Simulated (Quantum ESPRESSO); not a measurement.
## Br: relaxation of cell and atoms (part 2 of 2)

Continued. System: Br (Cmce, 4 atoms in the cell). Method: Kohn-Sham DFT of a periodic cell, RPBE with D2, spin-orbit coupling, PseudoDojo 0.4 FR PBE standard, no spin polarisation (Quantum ESPRESSO 7.5); cutoff 625.86 eV, 3×3×1 k-mesh, Gaussian smearing of 0.1 eV. The structure derives from an entry of the Crystallography Open Database.

Geometry of the input (Å; fractional positions):
```
3.3632  -2.3226  0.0000
3.3632  2.3226  0.0000
0.0000  0.0000  8.7023
Br 0.3651  0.6349  0.3901
Br 0.1349  0.8651  0.8901
Br 0.6349  0.3651  0.6099
Br 0.8651  0.1349  0.1099
```

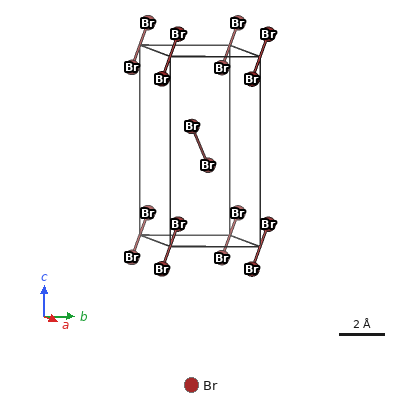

**Figure 1.** The structure (ball-and-stick view of the cell of the calculation, seen slightly off an axis). An atom can appear more than once, as a periodic image.

**Log, continued**
```
   -13.9939 -13.9939 -13.8951 -13.8951 -11.2053 -11.2053 -11.0203 -11.0203
    -3.0968  -3.0968  -2.9222  -2.9222  -1.5222  -1.5222  -1.1463  -1.1463
    -0.8900  -0.8900  -0.8015  -0.8015   0.5978   0.5978   0.8533   0.8533
     1.2815   1.2815   1.6588   1.6588   3.9140   3.9140   4.0736   4.0736
    10.1485  10.1485  10.2524  10.2524  11.0534  11.0534  11.1859  11.1859
    11.6822  11.6874

     the Fermi energy is     2.1999 ev

!    total energy              =    -126.04885623 Ry
     estimated scf accuracy    <          6.8E-11 Ry
     smearing contrib. (-TS)   =      -0.00000000 Ry
     internal energy E=F+TS    =    -126.04885623 Ry

     The total energy is F=E-TS. E is the sum of the following terms:
     one-electron contribution =     -14.50745941 Ry
     hartree contribution      =      17.74434229 Ry
     xc contribution           =     -41.43523212 Ry
     ewald contribution        =     -87.79805415 Ry
     Dispersion Correction     =      -0.05245285 Ry

     convergence has been achieved in   8 iterations

     Forces acting on atoms (cartesian axes, Ry/au):

     atom    1 type  1   force =    -0.00000000    0.01725282   -0.03172642
     atom    2 type  1   force =    -0.00000000   -0.01725282   -0.03172642
     atom    3 type  1   force =     0.00000000   -0.01725282    0.03172642
     atom    4 type  1   force =    -0.00000000    0.01725282    0.03172642

     Total force =     0.072228     Total SCF correction =     0.000011

     Computing stress (Cartesian axis) and pressure

          total   stress  (Ry/bohr**3)                   (kbar)     P=       20.77
   0.00006547   0.00000000   0.00000000            9.63        0.00        0.00
  -0.00000000   0.00009002   0.00000000           -0.00       13.24        0.00
   0.00000000   0.00000000   0.00026802            0.00        0.00       39.43

     BFGS Geometry Optimization
     Energy error            =      7.1E-03 Ry
     Gradient error          =      3.2E-02 Ry/Bohr
     Cell gradient error     =      3.9E+01 kbar

     number of scf cycles    =   1
     number of bfgs steps    =   0

     enthalpy           new  =    -126.0488562314 Ry

     new trust radius        =       0.0405903905 bohr
     new conv_thr            =       0.0000000008 Ry

     new unit-cell volume =    927.19607 a.u.^3 (   137.39628 Ang^3 )
     density =      3.86280 g/cm^3

CELL_PARAMETERS (alat=  7.72380079)
   0.824208664  -0.569520188   0.000000000
   0.824208664   0.569520188   0.000000000
   0.000000000   0.000000000   2.143394419

ATOMIC_POSITIONS (alat)
Br               0.8242086637        0.1558952956        0.8320030222
Br               0.8242086637        0.4136248920        1.9037002316
Br               0.8242086637       -0.1558952956        1.3113913965
Br               0.8242086637       -0.4136248920        0.2396941872

     NEW-OLD atomic charge density approx. for the potential
     New effective cutoffs (rho, wfc):  183.23   45.79

     Self-consistent Calculation

     iteration #  1     ecut=    46.00 Ry     beta= 0.50
     Davidson diagonalization with overlap
     c_bands:  1 eigenvalues not converged
     ethr =  1.00E-06,  avg # of iterations = 10.5

     total energy              =    -126.05350849 Ry
     estimated scf accuracy    <       0.00017054 Ry

     iteration #  2     ecut=    46.00 Ry     beta= 0.50
     Davidson diagonalization with overlap
     ethr =  6.09E-07,  avg # of iterations =  2.0

     total energy              =    -126.05352520 Ry
     estimated scf accuracy    <       0.00001932 Ry

[... 160 further cycles ...]
     iteration #  1     ecut=    46.00 Ry     beta= 0.50
     Davidson diagonalization with overlap
     c_bands:  2 eigenvalues not converged
     c_bands:  2 eigenvalues not converged
     c_bands:  5 eigenvalues not converged
     c_bands:  4 eigenvalues not converged
     ethr =  1.00E-06,  avg # of iterations = 20.0

     total energy              =    -126.06326060 Ry
     estimated scf accuracy    <       0.06529365 Ry

     iteration #  2     ecut=    46.00 Ry     beta= 0.50
     Davidson diagonalization with overlap
     ethr =  2.33E-04,  avg # of iterations =  1.0

     total energy              =    -126.06288984 Ry
     estimated scf accuracy    <       0.00887262 Ry

     iteration #  3     ecut=    46.00 Ry     beta= 0.50
     Davidson diagonalization with overlap
     ethr =  3.17E-05,  avg # of iterations =  2.0

     total energy              =    -126.06369607 Ry
     estimated scf accuracy    <       0.00012387 Ry

     iteration #  4     ecut=    46.00 Ry     beta= 0.50
     Davidson diagonalization with overlap
     ethr =  4.42E-07,  avg # of iterations = 11.8

     total energy              =    -126.06371251 Ry
     estimated scf accuracy    <       0.00001167 Ry

     iteration #  5     ecut=    46.00 Ry     beta= 0.50
     Davidson diagonalization with overlap
     ethr =  4.17E-08,  avg # of iterations =  2.0

     total energy              =    -126.06371398 Ry
     estimated scf accuracy    <       0.00000060 Ry

     iteration #  6     ecut=    46.00 Ry     beta= 0.50
     Davidson diagonalization with overlap
     ethr =  2.13E-09,  avg # of iterations =  2.0

     total energy              =    -126.06371412 Ry
     estimated scf accuracy    <       0.00000003 Ry

     iteration #  7     ecut=    46.00 Ry     beta= 0.50
     Davidson diagonalization with overlap
     ethr =  1.02E-10,  avg # of iterations =  2.0

     total energy              =    -126.06371414 Ry
     estimated scf accuracy    <          3.4E-09 Ry

     iteration #  8     ecut=    46.00 Ry     beta= 0.50
     Davidson diagonalization with overlap
     ethr =  1.21E-11,  avg # of iterations =  2.0

     total energy              =    -126.06371414 Ry
     estimated scf accuracy    <          1.4E-10 Ry

     iteration #  9     ecut=    46.00 Ry     beta= 0.50
     Davidson diagonalization with overlap
     ethr =  5.03E-13,  avg # of iterations =  2.8

     total energy              =    -126.06371414 Ry
     estimated scf accuracy    <          6.1E-11 Ry

     iteration # 10     ecut=    46.00 Ry     beta= 0.50
     Davidson diagonalization with overlap
     ethr =  2.18E-13,  avg # of iterations =  2.0

     End of self-consistent calculation

          k = 0.0000 0.0000 0.0000 (  4921 PWs)   bands (ev):

   -14.1592 -14.1592 -13.5253 -13.5253 -12.1598 -12.1598 -11.0222 -11.0222
    -3.4454  -3.4454  -1.9706  -1.9706  -0.7051  -0.7051  -0.5926  -0.5926
    -0.2213  -0.2213   0.0498   0.0498   0.1500   0.1500   0.8274   0.8274
     1.1841   1.1841   1.5709   1.5709   2.7542   2.7542   3.7997   3.7997
     7.4934   7.4934   8.4176   8.4176   8.8076   8.8076   9.8326   9.8326
    11.5040  11.5042

          k = 0.1781 0.3279 0.0000 (  4926 PWs)   bands (ev):

   -13.8699 -13.8699 -13.5338 -13.5338 -11.9013 -11.9013 -11.3468 -11.3468
    -3.4702  -3.4702  -2.9589  -2.9589  -1.1657  -1.1657  -0.9725  -0.9725
    -0.5902  -0.5902  -0.3328  -0.3328   0.3431   0.3431   0.6153   0.6153
     0.9076   0.9076   1.1208   1.1208   3.4814   3.4814   3.7884   3.7884
     8.8335   8.8335   9.0694   9.0694   9.9495   9.9495  11.0017  11.0017
    11.0856  11.0856

          k = 0.3563 0.0000 0.0000 (  4968 PWs)   bands (ev):

   -14.0786 -14.0786 -13.4701 -13.4701 -12.0887 -12.0887 -11.0076 -11.0076
    -3.3636  -3.3636  -2.0409  -2.0409  -1.5648  -1.5648  -0.9158  -0.9158
    -0.5827  -0.5827  -0.3134  -0.3134   0.0407   0.0407   0.2590   0.2590
     1.0675   1.0675   1.4290   1.4290   2.7555   2.7555   3.7298   3.7298
     8.8514   8.8514   9.4994   9.4994  10.0018  10.0018  10.4346  10.4346
    10.9673  10.9673

          k =-0.0000-0.6559 0.0000 (  4938 PWs)   bands (ev):

   -13.8161 -13.8161 -13.5154 -13.5154 -11.8498 -11.8498 -11.3582 -11.3582
    -3.4168  -3.4168  -3.0119  -3.0119  -1.3601  -1.3601  -1.1467  -1.1467
    -0.8349  -0.8349  -0.6092  -0.6092   0.1587   0.1587   0.4193   0.4193
     0.6605   0.6605   1.2394   1.2394   3.4936   3.4936   3.7502   3.7502
     9.7962   9.7962  10.2475  10.2475  10.5324  10.5324  11.4181  11.4181
    11.4911  11.4911

     the Fermi energy is     2.1304 ev

!    total energy              =    -126.06371414 Ry
     estimated scf accuracy    <          1.0E-12 Ry
     smearing contrib. (-TS)   =      -0.00000000 Ry
     internal energy E=F+TS    =    -126.06371414 Ry

     The total energy is F=E-TS. E is the sum of the following terms:
     one-electron contribution =     -16.45580999 Ry
     hartree contribution      =      18.50315272 Ry
     xc contribution           =     -41.35131558 Ry
     ewald contribution        =     -86.71605830 Ry
     Dispersion Correction     =      -0.04368299 Ry

     convergence has been achieved in  10 iterations

     Forces acting on atoms (cartesian axes, Ry/au):

     atom    1 type  1   force =    -0.00000000   -0.00004815    0.00005323
     atom    2 type  1   force =     0.00000000    0.00004815    0.00005323
     atom    3 type  1   force =     0.00000000    0.00004815   -0.00005323
     atom    4 type  1   force =    -0.00000000   -0.00004815   -0.00005323

     Total force =     0.000144     Total SCF correction =     0.000002

     Computing stress (Cartesian axis) and pressure

          total   stress  (Ry/bohr**3)                   (kbar)     P=        0.65
   0.00001162   0.00000000   0.00000000            1.71        0.00        0.00
   0.00000000  -0.00000004   0.00000000            0.00       -0.01        0.00
   0.00000000   0.00000000   0.00000160            0.00        0.00        0.24

=------------------------------------------------------------------------------=
   JOB DONE.
=------------------------------------------------------------------------------=
```

**Results in brief**

```tsv
quantity	value
outcome	converged
space group (tolerance 0.01 Å)	Cmce (64)
electrons treated	28
free energy	−1715.1842 eV
Fermi energy	2.130 eV
gap on the k-point mesh	1.18 eV
pressure	0.06 GPa
final volume	138.89 Å³
largest force (length of the vector) at the end	0.002 eV/Å
final cell	a = 4.352 Å, b = 4.352 Å, c = 8.743 Å, α = 90.00°, β = 90.00°, γ = 57.02°
hardware	1 thread of AMD EPYC (Zen 3), 24 GiB of memory available, shared host
wall time	7.5 min
peak memory	0.18 GiB
```

**Remarks**

Further notes kept with the run: potentials made for another functional; D2 scale of PBE kept for another functional. Points of doubt noted for this run: coarse mesh; d2 scale of pbe kept for another functional; potentials made for another functional. So coarse a mesh can miss the band edges, so the true gap of this method can be much smaller, or zero. The k-point mesh is coarse for a cell of this size, so the results may not be converged.
